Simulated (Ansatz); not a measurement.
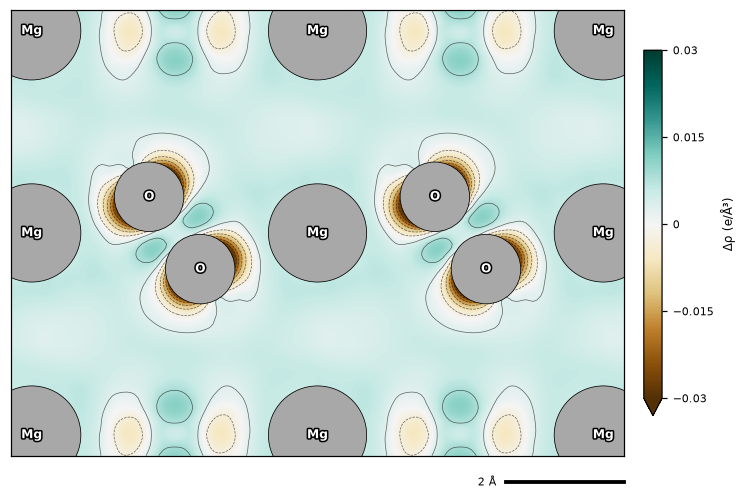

MgO2. Difference of the valence pseudo-densities of two functionals at the same geometry, on the (011) plane of the calculation cell: LDA less BLYP.

Both computed with Ansatz (plane waves, PAW), on the same k-point mesh. Grey discs cover the atomic cores.

Question: What does the difference map show?

Answer: Against BLYP, LDA gives more density around Mg (+0.006 e/Å³ on average at 1.0 Å from the nucleus), less density around O (−0.004 e/Å³ on average at 0.7 Å from the nucleus), more density in the space between the atoms (+0.004 e/Å³ on average) and a change of +0.005 e/Å³ at the midpoint of O–O.
